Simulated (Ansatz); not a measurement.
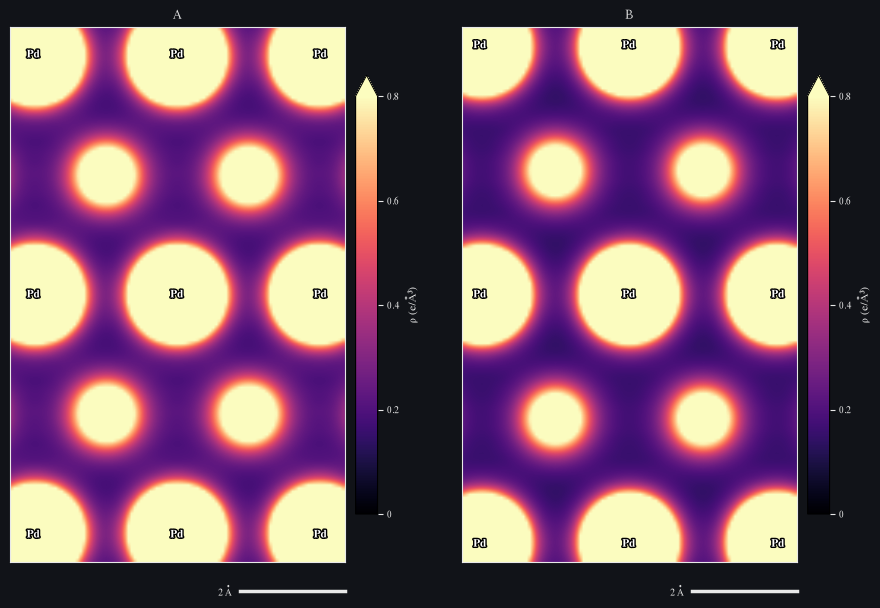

Pd. The valence charge density (pseudo) of two cells that differ in size, on the (100) plane of each (indices in the axes of the calculation cell), at one length scale and on one colour scale: B has 16.8 Å³ an atom and A 15.0.

These are results of Ansatz, DFT, r2SCAN, plane waves (500 eV) with PAW, scalar-relativistic, not measurements.

The density is the valence pseudo-density of a PAW calculation; it isn't the true density close to the nuclei.

The larger cell:

```cif
data_structure
_symmetry_space_group_name_H-M 'P 1'
_symmetry_Int_Tables_number 1
_cell_length_a 2.8544
_cell_length_b 2.8544
_cell_length_c 4.7745
_cell_angle_alpha 90.000
_cell_angle_beta 90.000
_cell_angle_gamma 120.000
_cell_volume 33.69
loop_
_atom_site_label
_atom_site_type_symbol
_atom_site_fract_x
_atom_site_fract_y
_atom_site_fract_z
_atom_site_occupancy
Pd1 Pd 0.33333 0.66667 0.25000 1
Pd2 Pd 0.66667 0.33333 0.75000 1
```

The smaller cell: a = 2.749 Å, b = 2.749 Å, c = 4.598 Å, α = 90.00°, β = 90.00°, γ = 120.00°.

### What does the compression do to the bonding and the properties?

From the larger cell to the smaller, Pd–Pd goes from 2.85 to 2.75 Å, and the density at its midpoint from 0.24 to 0.29 e/Å³.
